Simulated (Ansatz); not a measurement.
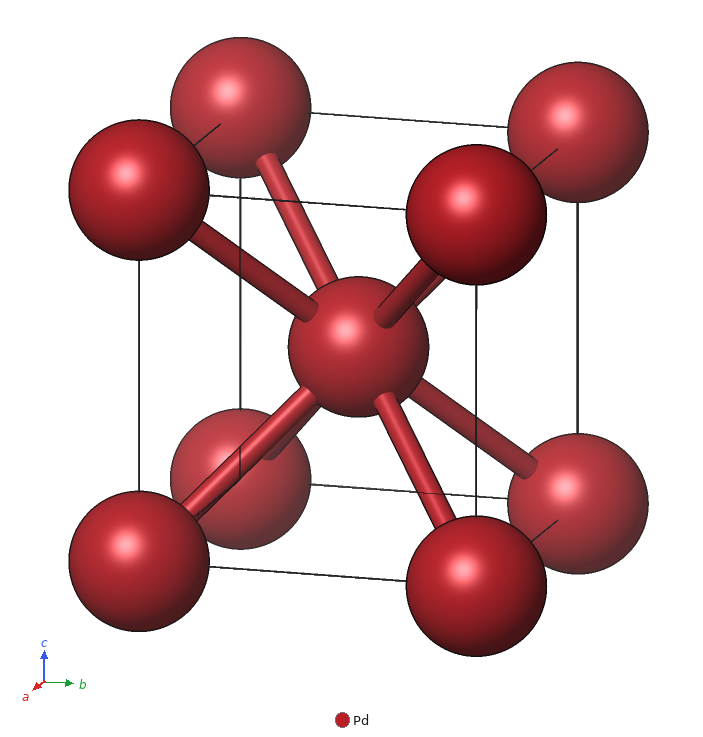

Drawn in the ball-and-stick manner and seen slightly off an axis. The lines enclose the conventional unit cell; boundary atoms appear with their images. Cell: a = 2.893 Å, b = 2.893 Å, c = 3.145 Å, α = 90.00°, β = 90.00°, γ = 90.00°.

Describe the crystal.

- The element is palladium.
- The symmetry is that of I4/mmm (No. 139), on a body-centred tetragonal lattice.
- The cell holds two atoms.
- Counting atoms within bonding range gives coordination numbers of Pd 8. Not all metal-metal contacts are counted.

The structure comes from a structure listed in the Materials Project. The cell was then strained or its atoms displaced on purpose. A calculation with Ansatz used it as input.

At this level of theory the cell isn't at rest (compressed, at 22 GPa), so its distances can differ from those at equilibrium, the more so the softer the solid.
